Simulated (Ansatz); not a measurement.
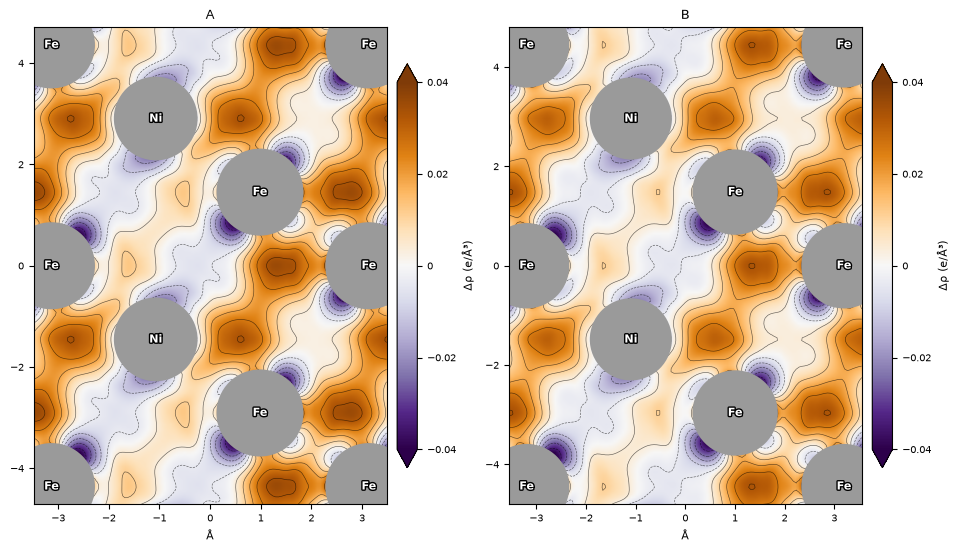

Fe2Ni: deformation density on the (110) plane of the conventional cell at two volumes, with the same fractional coordinates and one colour scale. Grey discs cover the cores. Panel B has 106 % of the volume of panel A.

Space group P-3m1; spin-polarised. The cell comes from a database of computed structures, not from a measurement.

The calculation used Ansatz, DFT PBEsol, scalar-relativistic, plane waves, PAW.

Q: How do bonds, bonding charge and pressure respond to this change of volume?

A: From A to B, Fe–Fe goes from 2.52 to 2.57 Å, and Δρ at its midpoint from +0.02 to +0.018 e/Å³. From A to B, Fe–Ni goes from 2.52 to 2.57 Å, and Δρ at its midpoint from +0.011 to +0.009 e/Å³. The pressure is −8 GPa in A and −16 GPa in B. The rearranged charge is 0.09 e an atom in A and 0.09 e in B. The net moment is 5.80 μB a cell in A and 5.94 μB in B.
